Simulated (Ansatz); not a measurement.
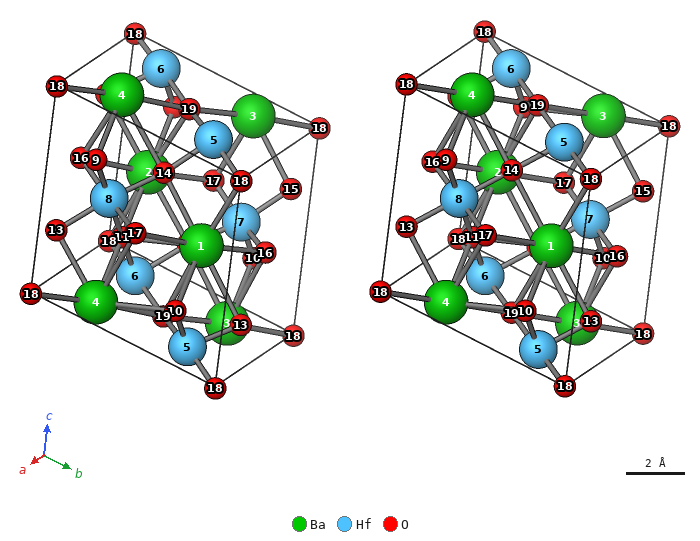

Two geometries of a defect cell of composition Ba4Hf4O11 (cell charge +2), drawn at one scale. One is the start of a relaxation, the other its converged end. The picture is a ball-and-stick view of the cell of the calculation, seen slightly off an axis.

Method: DFT PBE, scalar-relativistic, plane waves, PAW (Ansatz 0.2.0). (plane-wave cutoff 420 eV; k-point mesh 4 × 4 × 4; occupations gaussian; smearing width 0.05 eV; no spin polarisation; atoms relaxed in a fixed cell; force threshold 0.02 eV/Å; at most 50 steps)

**Which geometry has the lower energy?**

The left one is the relaxed one. Case: O vacancy, atoms relaxed. The largest moves, 0.17 Å, are those of O atoms. Largest moves by element: O 0.17 Å, Hf 0.14 Å, Ba 0.01 Å. The cell doesn't change. Among the contacts that change: Hf–O 2.103 → 1.961 Å, Ba–O 2.974 → 3.096 Å, Ba–O 2.974 → 2.858 Å, Ba–Hf 3.643 → 3.571 Å. Among the angles between lasting bonds that change: O–Hf–O 180.0° → 163.2°, Hf–O–Hf 180.0° → 167.3°, O–Hf–O 180.0° → 171.5°. Over 4 geometry steps the energy falls by 1.399 eV per cell of the calculation. The largest force component goes from 4.5 to 0.0046 eV/Å. The run took 2.3 min on 4 threads of Arm Neoverse V1 (shared host), peak memory 1.4 GiB.

Limits of the set-up: the periodic images lie only 7.3 Å apart, so the values are limited by the cell's size; the cell is charged, on a uniform background, and energies carry no finite-size correction.
